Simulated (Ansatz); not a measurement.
System: BAs.

Space group F-43m; the calculation finds a residual pressure of about 3 GPa at this fixed cell.

The calculation's input:

```
crystal:
  lattice:
    - [0.0, 2.3885, 2.3885]
    - [2.3885, 0.0, 2.3885]
    - [2.3885, 2.3885, 0.0]
  atoms:
    - { symbol: B, position: [0.0, 0.0, 0.0] }
    - { symbol: As, position: [0.25, 0.25, 0.25] }
basis:
  ecutwfc: 420
  fft_grid_basis: typed
kpoints:
  mp_grid: { grid: [12, 12, 12] }
hamiltonian:
  xc: pbe
scf:
  occupations: { method: gaussian, width: 0.05 }
output:
  forces: true
  stress: true
  eigenvalues: true
  bader: true
  write_density: true
  volumetric_format: npy
  elf: true
```

Launched as:

```sh
ansatz run input.yaml --threads 1 --pin off --max-ram 2560MiB --backend cpu --events-out ev --progress --plain --runs-dir out
```

The picture shows the conventional cell (a = 4.78 Å, b = 4.78 Å, c = 4.78 Å, α = 90.00°, β = 90.00°, γ = 90.00°).

Method: DFT PBE, scalar-relativistic, plane waves, PAW (Ansatz).

Question: What will a map of ρ − Σ ρ(atoms) show?

Answer: As–B (2.07 Å): Δρ is +0.21 e/Å³ at the midpoint, where it peaks: charge gathers in the bond, as in covalent bonding. Over the whole cell, outside the masked cores, the largest gain, 0.22 e/Å³, lies 0.9 Å from a boron nucleus and 1.1 Å from an arsenic one, and the largest loss lies at the edge of the masked core of As. The rearranged charge, half the integral of |Δρ|, is about 0.26 e an atom. Bader charges: B +0.13 and As −0.13 e.

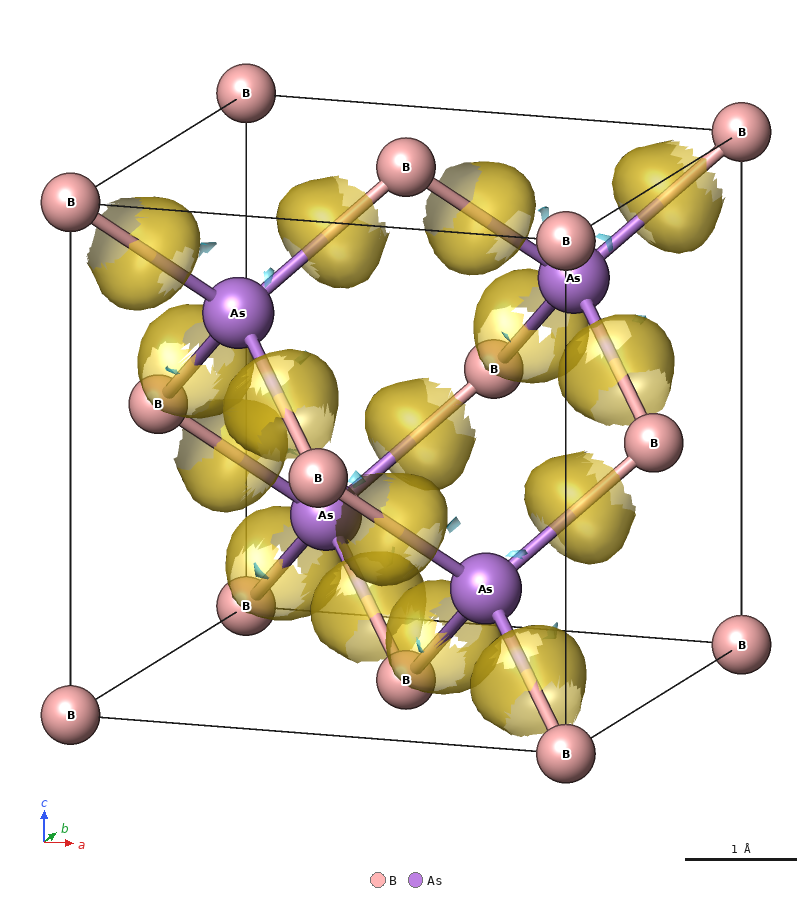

Computed deformation density: yellow surfaces at +0.08 and cyan ones at −0.08 e/Å³, in the conventional cell seen slightly off an axis (the regions close to the nuclei are left out).

Cores are masked to 0.7 Å (B) and 0.8 Å (As).

Core electrons are frozen (PAW), so the fields are smoothed inside the atomic spheres.

Cost of the run: 18 s on 1 thread of Arm Neoverse V2 (shared host), peak memory 0.38 GiB.
